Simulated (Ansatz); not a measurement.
Geometry relaxation, with input and output: WS₃ (part 1 of 3)

System: WS₃ (slab, 8 atoms in the cell).
Method: DFT PBEsol, scalar-relativistic, plane waves, PAW, no spin polarisation (Ansatz 0.2.0).

The structure derives from a Materials Project entry. The input holds or restrains some coordinates. Forces given for the steps count only the free coordinates. It belongs to a series of runs on one base structure; here: clean slab, lower half held.

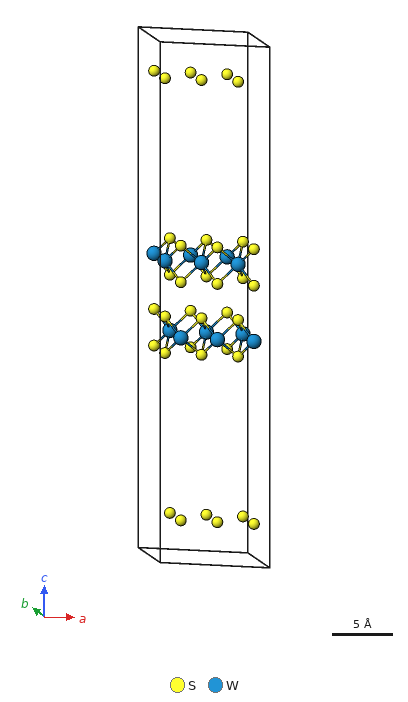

Fig. 1: The starting structure (ball-and-stick view of the 3 × 2 repeat of the cell, with the vacuum cut short, seen slightly off an axis). An atom can appear more than once, as a periodic image.

**Input**
```yaml
crystal:
  lattice:
    - [3.1458813978, 0.0, 0.0]
    - [-1.5729406989, 2.7244132078, 0.0]
    - [0.0, 0.0, 54.6582980196]
  atoms:
    - { symbol: S, position: [0.6666666667, 0.3333333333, 0.1555116114] }
    - { symbol: S, position: [0.3333333333, 0.6666666667, 0.4133103626] }
    - { symbol: W, position: [0.6666666667, 0.3333333333, 0.4419738534] }
    - { symbol: S, position: [0.3333333333, 0.6666666667, 0.4706586234] }
    - { symbol: S, position: [0.6666666667, 0.3333333333, 0.5293413766] }
    - { symbol: W, position: [0.3333333333, 0.6666666667, 0.5580261466] }
    - { symbol: S, position: [0.6666666667, 0.3333333333, 0.5866896374] }
    - { symbol: S, position: [0.3333333333, 0.6666666667, 0.8444883886] }
basis:
  ecutwfc: 420
kpoints:
  mp_grid: { grid: [9, 9, 1] }
hamiltonian:
  xc: pbesol
scf:
  occupations: { method: gaussian, width: 0.05 }
output:
  forces: true
  eigenvalues: true
  write_density: true
  write_potential: true
  elf: true
  volumetric_format: npy
relax:
  adjacent_minimum: "off"
  f_tol: 0.03
  max_steps: 70
  constraints: [{ sites: [0, 1, 2, 3] }]
efield:
  axis: 3
  dipole_correction: true
  ramp_width: 0.04
```

Launched with:
```bash
ansatz run input.yaml --threads 2 --pin off --max-ram 5120MiB --backend cpu --events-out ev --progress --plain --runs-dir out
```

**The program's output**
```
Engine: ansatz 0.2.0, x86_64-unknown-linux-gnu
Pseudopotentials: kind: paw
Pseudopotential: S, paw, valence charge 6, recommended cutoff 420 eV (normal), S.paw.azcp
Pseudopotential: W, paw, valence charge 14, recommended cutoff 420 eV (normal), W.paw.azcp
Functional definition: PBEsol
  exchange = pbesol_x
  correlation = pbesol_c
Crystal: 8 atoms, lattice volume = 468.459 Å³
Basis set: ecut = 420 eV, 9075 PW (Γ), exchange–correlation on 48×48×750 points (8 copies of the dense FFT grid, shifted against one another)
Bands: 40, of which v1, the nominal top of the filled ones, is band 32 counted from 1 (31 counted from 0)
Symmetry: 6 space group operations
k-points: 12 of 81 (time reversal used)
Non-local potential: S, projectors of the file, l = 0: 2, l = 1: 2, l = 2: 2
Non-local potential: W, projectors of the file, l = 0: 3, l = 1: 2, l = 2: 2, l = 3: 1
PAW form: soft (Blöchl's): semilocal exchange-correlation on the pseudo side does not see the compensation charge
PAW frozen core: S, regenerated for the run's functional, and the local potential with it (the file was generated under x = pbe(κ = 0.804, μ = 0.2195149727645171), c = pbe(β = 0.06672455060314922))
PAW frozen core: W, regenerated for the run's functional, and the local potential with it (the file was generated under x = pbe(κ = 0.804, μ = 0.2195149727645171), c = pbe(β = 0.06672455060314922))
PAW one-centre angular grid: S, 110 points (default); XC on 64 Gauss nodes
PAW one-centre angular grid: W, 590 points (default); XC on 64 Gauss nodes
Initial density: superposition of atomic densities (neutral atoms: chi_scale 0, normalization atom), corrected by the library's trained network
Initial wavefunctions: pseudopotential atomic-orbital guess
Functional: x = pbesol(κ = 0.804, μ = 0.12345679012345678), c = pbesol(β = 0.046)
SCF iter   1: F=—  HF=-25824.748482 eV  |F-HF|=—  |Δ(HF+E_count)|=         —  Δρ=1.84e-2  dr2=1.81e2  ethr=1.77e-3  p=0.000 e·Å  D=3.30e-13 V/Å  ΔV_dip=-0.00 eV  dr2_dipole=7.02e-8  V_vac-E_F(+/−)=6.63/6.63 eV  ⟨swp⟩=7.3  Hψ=2297  notcnv=0  defer=4
efield: sawtooth ramp at fractional position 0.9800 (placed from the atoms, in the widest stretch of the axis that holds none; the zero of the levels goes with the place), width 0.0400; the density the first Hamiltonian is built on has a dipole p = 0.000 e·Å; the dipole correction subtracts the counter field D = 3.30e-13 V/Å, which shifts the + side's vacuum level by -0.00 eV against the − side's; the planar-averaged density in the ramp window peaks in size at 1.2e-5 e/Å³
preconditioner: auto → LDOS  [metal: Δε(μ)=0.038 eV  Ē_g=7.710 eV  σ=0.050 eV  W_gap=0.38  n_scr=34 (ndim 8)  ℏωp=11.9 eV  f_vac=0.619  D(μ)=3.20/eV (n_scr^D=18)  β→1.0]
SCF iter   2: F=—  HF=-28088.689655 eV  |F-HF|=—  |Δ(HF+E_count)|=    2.26e3  Δρ=1.65e-1  dr2=1.38e4  ethr=1.77e-3  p=-0.014 e·Å  D=-5.58e-3 V/Å  ΔV_dip=0.31 eV  dr2_dipole=1.06e-4  V_vac-E_F(+/−)=193.92/193.61 eV  ⟨swp⟩=19.2  Hψ=5129  notcnv=0  defer=71  recentre
SCF iter   3: F=—  HF=-25947.960240 eV  |F-HF|=—  |Δ(HF+E_count)|=    2.14e3  Δρ=1.51e-1  dr2=1.14e4  ethr=1.77e-3  p=-0.001 e·Å  D=-2.08e-4 V/Å  ΔV_dip=0.01 eV  dr2_dipole=2.01e-7  V_vac-E_F(+/−)=21.41/21.39 eV  ⟨swp⟩=8.2  Hψ=1574  notcnv=0  defer=25
SCF iter   4: F=—  HF=-25881.608739 eV  |F-HF|=—  |Δ(HF+E_count)|=    6.64e1  Δρ=1.02e-1  dr2=5.45e3  ethr=1.77e-3  p=-0.000 e·Å  D=-1.92e-4 V/Å  ΔV_dip=0.01 eV  dr2_dipole=3.93e-7  V_vac-E_F(+/−)=15.50/15.49 eV  ⟨swp⟩=2.8  Hψ=615  notcnv=0  defer=33
SCF iter   5: F=—  HF=-25951.920388 eV  |F-HF|=—  |Δ(HF+E_count)|=    7.03e1  Δρ=1.52e-1  dr2=1.14e4  ethr=1.77e-3  p=-0.001 e·Å  D=-4.34e-4 V/Å  ΔV_dip=0.02 eV  dr2_dipole=9.23e-7  V_vac-E_F(+/−)=21.52/21.50 eV  ⟨swp⟩=5.8  Hψ=918  notcnv=0  defer=26
SCF iter   6: F=—  HF=-25961.006594 eV  |F-HF|=—  |Δ(HF+E_count)|=    9.09e0  Δρ=1.54e-1  dr2=1.14e4  ethr=1.77e-3  p=-0.003 e·Å  D=-1.34e-3 V/Å  ΔV_dip=0.07 eV  dr2_dipole=1.30e-5  V_vac-E_F(+/−)=21.63/21.56 eV  ⟨swp⟩=2.8  Hψ=769  notcnv=0  defer=31
SCF iter   7: F=—  HF=-25829.235350 eV  |F-HF|=—  |Δ(HF+E_count)|=    1.32e2  Δρ=1.05e-1  dr2=5.14e3  ethr=1.77e-3  p=-0.003 e·Å  D=-9.92e-4 V/Å  ΔV_dip=0.05 eV  dr2_dipole=1.96e-5  V_vac-E_F(+/−)=8.41/8.36 eV  ⟨swp⟩=4.6  Hψ=995  notcnv=0  defer=32
SCF iter   8: F=—  HF=-25883.963307 eV  |F-HF|=—  |Δ(HF+E_count)|=    5.47e1  Δρ=1.12e-1  dr2=6.26e3  ethr=1.77e-3  p=-0.003 e·Å  D=-1.20e-3 V/Å  ΔV_dip=0.07 eV  dr2_dipole=6.05e-6  V_vac-E_F(+/−)=15.22/15.15 eV  ⟨swp⟩=4.2  Hψ=711  notcnv=0  defer=28
SCF iter   9: F=—  HF=-25877.054300 eV  |F-HF|=—  |Δ(HF+E_count)|=    6.91e0  Δρ=1.12e-1  dr2=6.25e3  ethr=1.77e-3  p=0.001 e·Å  D=4.97e-4 V/Å  ΔV_dip=-0.03 eV  dr2_dipole=2.67e-8  V_vac-E_F(+/−)=14.02/14.04 eV  ⟨swp⟩=1.5  Hψ=576  notcnv=0  defer=22
SCF iter  10: F=—  HF=-25850.738617 eV  |F-HF|=—  |Δ(HF+E_count)|=    2.63e1  Δρ=5.47e-2  dr2=2.40e3  ethr=1.77e-3  p=0.011 e·Å  D=4.32e-3 V/Å  ΔV_dip=-0.24 eV  dr2_dipole=8.14e0  V_vac-E_F(+/−)=-0.99/-0.76 eV  ⟨swp⟩=16.3  Hψ=4016  notcnv=0  defer=14
SCF iter  11: F=—  HF=-25830.019164 eV  |F-HF|=—  |Δ(HF+E_count)|=    2.07e1  Δρ=4.58e-2  dr2=1.10e3  ethr=1.77e-3  p=0.008 e·Å  D=3.04e-3 V/Å  ΔV_dip=-0.17 eV  dr2_dipole=1.43e0  V_vac-E_F(+/−)=3.83/4.00 eV  ⟨swp⟩=2.5  Hψ=740  notcnv=0  defer=16
SCF iter  12: F=—  HF=-25824.019553 eV  |F-HF|=—  |Δ(HF+E_count)|=    6.00e0  Δρ=1.25e-2  dr2=8.65e0  ethr=1.77e-3  p=0.006 e·Å  D=2.29e-3 V/Å  ΔV_dip=-0.13 eV  dr2_dipole=1.86e1  V_vac-E_F(+/−)=5.96/6.09 eV  ⟨swp⟩=2.2  Hψ=637  notcnv=0  defer=15
SCF iter  13: F=—  HF=-25824.060889 eV  |F-HF|=—  |Δ(HF+E_count)|=   4.13e-2  Δρ=1.31e-2  dr2=7.70e0  ethr=1.77e-3  p=0.006 e·Å  D=2.13e-3 V/Å  ΔV_dip=-0.12 eV  dr2_dipole=1.61e1  V_vac-E_F(+/−)=5.87/5.99 eV  ⟨swp⟩=1.2  Hψ=579  notcnv=0  defer=10
SCF iter  14: F=—  HF=-25823.972751 eV  |F-HF|=—  |Δ(HF+E_count)|=   8.81e-2  Δρ=1.16e-2  dr2=9.04e0  ethr=1.77e-3  p=0.007 e·Å  D=2.59e-3 V/Å  ΔV_dip=-0.14 eV  dr2_dipole=1.99e1  V_vac-E_F(+/−)=6.04/6.18 eV  ⟨swp⟩=1.0  Hψ=486  notcnv=0  defer=11
SCF iter  15: F=—  HF=-25823.899722 eV  |F-HF|=—  |Δ(HF+E_count)|=   7.30e-2  Δρ=9.00e-3  dr2=5.21e0  ethr=1.77e-3  p=0.013 e·Å  D=5.00e-3 V/Å  ΔV_dip=-0.27 eV  dr2_dipole=1.13e1  V_vac-E_F(+/−)=5.67/5.93 eV  ⟨swp⟩=1.0  Hψ=542  notcnv=0  defer=15
SCF iter  16: F=—  HF=-25823.952503 eV  |F-HF|=—  |Δ(HF+E_count)|=   5.28e-2  Δρ=6.89e-3  dr2=1.02e1  ethr=1.77e-3  p=0.020 e·Å  D=7.54e-3 V/Å  ΔV_dip=-0.41 eV  dr2_dipole=1.36e0  V_vac-E_F(+/−)=5.38/5.78 eV  ⟨swp⟩=1.7  Hψ=517  notcnv=0  defer=15
SCF iter  17: F=—  HF=-25823.905580 eV  |F-HF|=—  |Δ(HF+E_count)|=   4.69e-2  Δρ=6.17e-3  dr2=7.18e0  ethr=1.77e-3  p=0.021 e·Å  D=8.20e-3 V/Å  ΔV_dip=-0.45 eV  dr2_dipole=3.78e0  V_vac-E_F(+/−)=5.49/5.92 eV  ⟨swp⟩=1.0  Hψ=542  notcnv=0  defer=20
SCF iter  18: F=—  HF=-25823.831795 eV  |F-HF|=—  |Δ(HF+E_count)|=   7.38e-2  Δρ=5.89e-3  dr2=3.14e-1  ethr=1.77e-3  p=0.020 e·Å  D=7.70e-3 V/Å  ΔV_dip=-0.42 eV  dr2_dipole=3.75e-2  V_vac-E_F(+/−)=5.50/5.91 eV  ⟨swp⟩=1.0  Hψ=444  notcnv=0  defer=20
SCF iter  19: F=—  HF=-25823.799485 eV  |F-HF|=—  |Δ(HF+E_count)|=   3.23e-2  Δρ=3.77e-3  dr2=2.99e-1  ethr=4.91e-4  p=0.016 e·Å  D=6.03e-3 V/Å  ΔV_dip=-0.33 eV  dr2_dipole=4.03e-1  V_vac-E_F(+/−)=5.99/6.32 eV  ⟨swp⟩=1.2  Hψ=582  notcnv=0  defer=29
SCF iter  20: F=—  HF=-25823.798887 eV  |F-HF|=—  |Δ(HF+E_count)|=   5.99e-4  Δρ=3.22e-3  dr2=1.12e-1  ethr=4.67e-4  p=0.011 e·Å  D=4.41e-3 V/Å  ΔV_dip=-0.24 eV  dr2_dipole=1.22e-2  V_vac-E_F(+/−)=6.47/6.71 eV  ⟨swp⟩=1.8  Hψ=544  notcnv=0  defer=22
SCF iter  21: F=—  HF=-25823.798238 eV  |F-HF|=—  |Δ(HF+E_count)|=   6.49e-4  Δρ=2.18e-3  dr2=8.16e-2  ethr=1.74e-4  p=0.010 e·Å  D=3.70e-3 V/Å  ΔV_dip=-0.20 eV  dr2_dipole=2.57e-3  V_vac-E_F(+/−)=6.58/6.77 eV  ⟨swp⟩=1.5  Hψ=586  notcnv=0  defer=23
SCF iter  22: F=—  HF=-25823.799404 eV  |F-HF|=—  |Δ(HF+E_count)|=   1.17e-3  Δρ=1.52e-3  dr2=1.52e-1  ethr=1.28e-4  p=0.007 e·Å  D=2.71e-3 V/Å  ΔV_dip=-0.15 eV  dr2_dipole=8.37e-5  V_vac-E_F(+/−)=6.71/6.86 eV  ⟨swp⟩=1.4  Hψ=473  notcnv=0  defer=23
SCF iter  23: F=—  HF=-25823.829238 eV  |F-HF|=—  |Δ(HF+E_count)|=   2.98e-2  Δρ=5.20e-3  dr2=1.18e1  ethr=1.28e-4  p=0.004 e·Å  D=1.64e-3 V/Å  ΔV_dip=-0.09 eV  dr2_dipole=4.44e-4  V_vac-E_F(+/−)=6.93/7.02 eV  ⟨swp⟩=1.0  Hψ=453  notcnv=0  defer=23  recentre
SCF iter  24: F=—  HF=-25823.824592 eV  |F-HF|=—  |Δ(HF+E_count)|=   4.65e-3  Δρ=4.97e-3  dr2=1.08e1  ethr=1.28e-4  p=0.003 e·Å  D=1.12e-3 V/Å  ΔV_dip=-0.06 eV  dr2_dipole=1.19e-6  V_vac-E_F(+/−)=6.98/7.04 eV  ⟨swp⟩=1.8  Hψ=590  notcnv=0  defer=17
SCF iter  25: F=—  HF=-25823.853763 eV  |F-HF|=—  |Δ(HF+E_count)|=   2.92e-2  Δρ=5.57e-3  dr2=1.42e1  ethr=1.28e-4  p=0.001 e·Å  D=2.41e-4 V/Å  ΔV_dip=-0.01 eV  dr2_dipole=8.04e-4  V_vac-E_F(+/−)=7.08/7.09 eV  ⟨swp⟩=1.0  Hψ=460  notcnv=0  defer=17
SCF iter  26: F=—  HF=-25823.884386 eV  |F-HF|=—  |Δ(HF+E_count)|=   3.06e-2  Δρ=6.56e-3  dr2=2.01e1  ethr=1.28e-4  p=0.000 e·Å  D=2.27e-5 V/Å  ΔV_dip=-0.00 eV  dr2_dipole=4.57e-4  V_vac-E_F(+/−)=7.09/7.09 eV  ⟨swp⟩=1.0  Hψ=460  notcnv=0  defer=17
SCF iter  27: F=—  HF=-25823.868013 eV  |F-HF|=—  |Δ(HF+E_count)|=   1.64e-2  Δρ=5.90e-3  dr2=1.60e1  ethr=1.28e-4  p=0.000 e·Å  D=2.51e-5 V/Å  ΔV_dip=-0.00 eV  dr2_dipole=1.68e-4  V_vac-E_F(+/−)=7.07/7.07 eV  ⟨swp⟩=1.1  Hψ=461  notcnv=0  defer=17
SCF iter  28: F=—  HF=-25823.810071 eV  |F-HF|=—  |Δ(HF+E_count)|=   5.79e-2  Δρ=3.32e-3  dr2=4.93e0  ethr=1.28e-4  p=0.000 e·Å  D=9.73e-6 V/Å  ΔV_dip=-0.00 eV  dr2_dipole=4.19e-4  V_vac-E_F(+/−)=7.03/7.03 eV  ⟨swp⟩=1.1  Hψ=499  notcnv=0  defer=18
SCF iter  29: F=—  HF=-25823.798045 eV  |F-HF|=—  |Δ(HF+E_count)|=   1.20e-2  Δρ=5.03e-4  dr2=5.88e-2  ethr=1.28e-4  p=-0.000 e·Å  D=-6.62e-5 V/Å  ΔV_dip=0.00 eV  dr2_dipole=5.09e-5  V_vac-E_F(+/−)=7.00/7.00 eV  ⟨swp⟩=1.2  Hψ=541  notcnv=0  defer=18
SCF iter  30: F=—  HF=-25823.796656 eV  |F-HF|=—  |Δ(HF+E_count)|=   1.39e-3  Δρ=4.08e-4  dr2=5.10e-2  ethr=9.19e-5  p=-0.000 e·Å  D=-6.39e-5 V/Å  ΔV_dip=0.00 eV  dr2_dipole=2.00e-3  V_vac-E_F(+/−)=7.02/7.01 eV  ⟨swp⟩=1.1  Hψ=487  notcnv=0  defer=18
SCF iter  31: F=—  HF=-25823.796423 eV  |F-HF|=—  |Δ(HF+E_count)|=   2.33e-4  Δρ=3.40e-4  dr2=4.57e-2  ethr=7.97e-5  p=-0.000 e·Å  D=-6.88e-5 V/Å  ΔV_dip=0.00 eV  dr2_dipole=9.37e-5  V_vac-E_F(+/−)=7.02/7.01 eV  ⟨swp⟩=1.0  Hψ=492  notcnv=0  defer=18
SCF iter  32: F=—  HF=-25823.795775 eV  |F-HF|=—  |Δ(HF+E_count)|=   6.48e-4  Δρ=3.27e-4  dr2=4.53e-2  ethr=7.14e-5  p=-0.000 e·Å  D=-6.23e-5 V/Å  ΔV_dip=0.00 eV  dr2_dipole=1.07e-4  V_vac-E_F(+/−)=7.02/7.02 eV  ⟨swp⟩=1.0  Hψ=461  notcnv=0  defer=18
SCF iter  33: F=—  HF=-25823.795087 eV  |F-HF|=—  |Δ(HF+E_count)|=   6.89e-4  Δρ=3.26e-4  dr2=4.54e-2  ethr=7.08e-5  p=-0.000 e·Å  D=-4.55e-5 V/Å  ΔV_dip=0.00 eV  dr2_dipole=1.40e-6  V_vac-E_F(+/−)=7.02/7.02 eV  ⟨swp⟩=1.2  Hψ=471  notcnv=0  defer=18
SCF iter  34: F=—  HF=-25823.794756 eV  |F-HF|=—  |Δ(HF+E_count)|=   3.31e-4  Δρ=3.13e-4  dr2=4.41e-2  ethr=7.08e-5  p=-0.000 e·Å  D=-4.44e-5 V/Å  ΔV_dip=0.00 eV  dr2_dipole=2.01e-5  V_vac-E_F(+/−)=7.03/7.02 eV  ⟨swp⟩=1.1  Hψ=463  notcnv=0  defer=18
SCF iter  35: F=—  HF=-25823.793685 eV  |F-HF|=—  |Δ(HF+E_count)|=   1.07e-3  Δρ=3.03e-4  dr2=4.27e-2  ethr=6.89e-5  p=-0.000 e·Å  D=-3.24e-5 V/Å  ΔV_dip=0.00 eV  dr2_dipole=1.87e-6  V_vac-E_F(+/−)=7.03/7.03 eV  ⟨swp⟩=1.2  Hψ=463  notcnv=0  defer=18
SCF iter  36: F=—  HF=-25823.792441 eV  |F-HF|=—  |Δ(HF+E_count)|=   1.24e-3  Δρ=2.91e-4  dr2=4.12e-2  ethr=6.67e-5  p=-0.000 e·Å  D=-2.50e-5 V/Å  ΔV_dip=0.00 eV  dr2_dipole=1.66e-7  V_vac-E_F(+/−)=7.03/7.03 eV  ⟨swp⟩=1.1  Hψ=462  notcnv=0  defer=18
SCF iter  37: F=—  HF=-25823.791947 eV  |F-HF|=—  |Δ(HF+E_count)|=   4.94e-4  Δρ=3.35e-4  dr2=3.95e-2  ethr=6.44e-5  p=-0.000 e·Å  D=-7.23e-5 V/Å  ΔV_dip=0.00 eV  dr2_dipole=2.41e-4  V_vac-E_F(+/−)=7.03/7.02 eV  ⟨swp⟩=1.0  Hψ=557  notcnv=0  defer=18
SCF iter  38: F=—  HF=-25823.787664 eV  |F-HF|=—  |Δ(HF+E_count)|=   4.28e-3  Δρ=3.91e-4  dr2=3.28e-2  ethr=6.17e-5  p=-0.000 e·Å  D=-5.47e-5 V/Å  ΔV_dip=0.00 eV  dr2_dipole=6.83e-4  V_vac-E_F(+/−)=7.03/7.02 eV  ⟨swp⟩=1.2  Hψ=472  notcnv=0  defer=16
SCF iter  39: F=—  HF=-25823.782740 eV  |F-HF|=—  |Δ(HF+E_count)|=   4.92e-3  Δρ=5.16e-4  dr2=2.80e-2  ethr=5.12e-5  p=0.000 e·Å  D=5.33e-5 V/Å  ΔV_dip=-0.00 eV  dr2_dipole=2.35e-3  V_vac-E_F(+/−)=7.04/7.04 eV  ⟨swp⟩=1.2  Hψ=575  notcnv=0  defer=12
SCF iter  40: F=—  HF=-25823.770084 eV  |F-HF|=—  |Δ(HF+E_count)|=   1.27e-2  Δρ=3.82e-4  dr2=1.32e-2  ethr=4.37e-5  p=0.000 e·Å  D=1.49e-4 V/Å  ΔV_dip=-0.01 eV  dr2_dipole=3.87e-3  V_vac-E_F(+/−)=7.05/7.06 eV  ⟨swp⟩=1.1  Hψ=468  notcnv=0  defer=12
SCF iter  41: F=—  HF=-25824.537409 eV  |F-HF|=—  |Δ(HF+E_count)|=   7.67e-1  Δρ=1.92e-2  dr2=1.81e2  ethr=2.07e-5  p=0.000 e·Å  D=1.87e-4 V/Å  ΔV_dip=-0.01 eV  dr2_dipole=1.29e-3  V_vac-E_F(+/−)=6.71/6.72 eV  ⟨swp⟩=2.0  Hψ=647  notcnv=0  defer=12
SCF iter  42: F=—  HF=-25824.506197 eV  |F-HF|=—  |Δ(HF+E_count)|=   3.12e-2  Δρ=1.92e-2  dr2=1.81e2  ethr=2.07e-5  p=0.002 e·Å  D=8.10e-4 V/Å  ΔV_dip=-0.04 eV  dr2_dipole=1.53e-3  V_vac-E_F(+/−)=6.71/6.76 eV  ⟨swp⟩=1.1  Hψ=575  notcnv=0  defer=12
SCF iter  43: F=—  HF=-25824.400820 eV  |F-HF|=—  |Δ(HF+E_count)|=   1.05e-1  Δρ=1.90e-2  dr2=1.77e2  ethr=2.07e-5  p=0.001 e·Å  D=4.48e-4 V/Å  ΔV_dip=-0.02 eV  dr2_dipole=6.25e-3  V_vac-E_F(+/−)=6.79/6.82 eV  ⟨swp⟩=1.0  Hψ=442  notcnv=0  defer=12
SCF iter  44: F=—  HF=-25823.783311 eV  |F-HF|=—  |Δ(HF+E_count)|=   6.18e-1  Δρ=5.42e-4  dr2=8.93e-2  ethr=2.07e-5  p=-0.000 e·Å  D=-8.38e-5 V/Å  ΔV_dip=0.00 eV  dr2_dipole=1.44e-1  V_vac-E_F(+/−)=7.04/7.03 eV  ⟨swp⟩=2.0  Hψ=630  notcnv=0  defer=12
SCF iter  45: F=—  HF=-25823.779683 eV  |F-HF|=—  |Δ(HF+E_count)|=   3.63e-3  Δρ=2.71e-4  dr2=2.79e-2  ethr=2.07e-5  p=0.000 e·Å  D=1.71e-5 V/Å  ΔV_dip=-0.00 eV  dr2_dipole=1.25e-3  V_vac-E_F(+/−)=7.03/7.03 eV  ⟨swp⟩=1.1  Hψ=577  notcnv=0  defer=12
SCF iter  46: F=—  HF=-25823.774172 eV  |F-HF|=—  |Δ(HF+E_count)|=   5.51e-3  Δρ=1.75e-4  dr2=1.92e-2  ethr=2.07e-5  p=0.000 e·Å  D=1.66e-5 V/Å  ΔV_dip=-0.00 eV  dr2_dipole=4.44e-6  V_vac-E_F(+/−)=7.03/7.03 eV  ⟨swp⟩=1.2  Hψ=460  notcnv=0  defer=12
SCF iter  47: F=—  HF=-25823.776754 eV  |F-HF|=—  |Δ(HF+E_count)|=   2.58e-3  Δρ=3.04e-4  dr2=2.19e-2  ethr=2.07e-5  p=0.000 e·Å  D=6.66e-7 V/Å  ΔV_dip=-0.00 eV  dr2_dipole=8.86e-6  V_vac-E_F(+/−)=7.03/7.03 eV  ⟨swp⟩=1.0  Hψ=576  notcnv=0  defer=12
SCF iter  48: F=—  HF=-25823.775589 eV  |F-HF|=—  |Δ(HF+E_count)|=   1.16e-3  Δρ=1.90e-4  dr2=2.03e-2  ethr=2.07e-5  p=0.000 e·Å  D=4.74e-6 V/Å  ΔV_dip=-0.00 eV  dr2_dipole=5.84e-6  V_vac-E_F(+/−)=7.03/7.03 eV  ⟨swp⟩=1.0  Hψ=451  notcnv=0  defer=12
SCF iter  49: F=—  HF=-25823.775131 eV  |F-HF|=—  |Δ(HF+E_count)|=   4.58e-4  Δρ=1.89e-4  dr2=2.05e-2  ethr=2.07e-5  p=0.000 e·Å  D=9.08e-6 V/Å  ΔV_dip=-0.00 eV  dr2_dipole=1.05e-4  V_vac-E_F(+/−)=7.03/7.03 eV  ⟨swp⟩=1.0  Hψ=451  notcnv=0  defer=12
SCF iter  50: F=—  HF=-25823.775191 eV  |F-HF|=—  |Δ(HF+E_count)|=   5.95e-5  Δρ=1.95e-4  dr2=2.05e-2  ethr=2.07e-5  p=0.000 e·Å  D=3.69e-6 V/Å  ΔV_dip=-0.00 eV  dr2_dipole=1.59e-4  V_vac-E_F(+/−)=7.02/7.02 eV  ⟨swp⟩=1.0  Hψ=451  notcnv=0  defer=12
SCF iter  51: F=—  HF=-25823.774355 eV  |F-HF|=—  |Δ(HF+E_count)|=   8.35e-4  Δρ=1.96e-4  dr2=1.91e-2  ethr=2.07e-5  p=0.000 e·Å  D=3.27e-6 V/Å  ΔV_dip=-0.00 eV  dr2_dipole=2.91e-6  V_vac-E_F(+/−)=7.02/7.02 eV  ⟨swp⟩=1.0  Hψ=458  notcnv=0  defer=12
SCF iter  52: F=—  HF=-25823.772161 eV  |F-HF|=—  |Δ(HF+E_count)|=   2.19e-3  Δρ=1.97e-4  dr2=1.57e-2  ethr=2.07e-5  p=0.000 e·Å  D=2.71e-5 V/Å  ΔV_dip=-0.00 eV  dr2_dipole=1.74e-6  V_vac-E_F(+/−)=7.02/7.03 eV  ⟨swp⟩=1.0  Hψ=451  notcnv=0  defer=12
```
